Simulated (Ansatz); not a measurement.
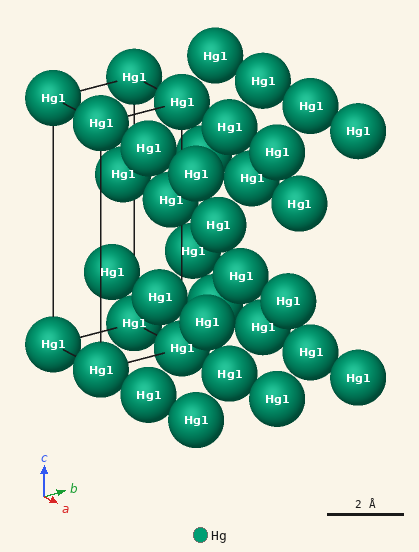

The starting point is a symmetric starting cell of Hg. Style: spheres-only. Shown: the conventional cell (3 times the calculation's cell), repeated 3 × 2 × 1 with one cell outlined, slightly off an axis. Lengths and directions refer to the drawn axes.

These are results of Ansatz 0.2.0, DFT PBE, scalar-relativistic, plane waves, PAW, not measurements. Set-up: plane-wave cutoff 420 eV; k-point mesh 15 × 15 × 15; occupations gaussian; smearing width 0.1 eV; no spin polarisation.

Change: The cell is strained by −0.5 % along c and +2.5 % across it (volume +4.6 %), the atoms keeping their fractional coordinates. No relaxation follows. The starting cell wasn't computed here and needn't be at equilibrium, so pressure and forces aren't due to the change alone.

What is the effect?

Answer. The pressure is 4.0 GPa (not all of it need come from the change, since the unchanged cell can be under pressure at this level too). The principal stresses (compression positive) are 4.2 GPa along c and 3.9 GPa across it. All forces vanish by symmetry. Among the bonded contacts that change: Hg–Hg 2.997 → 3.023 Å. The space group stays R-3m (No. 166).

The changed structure in the same view:

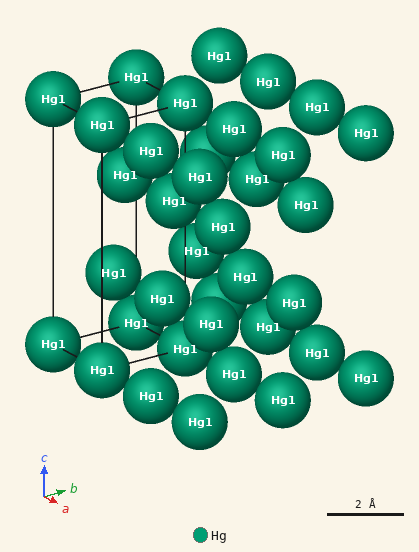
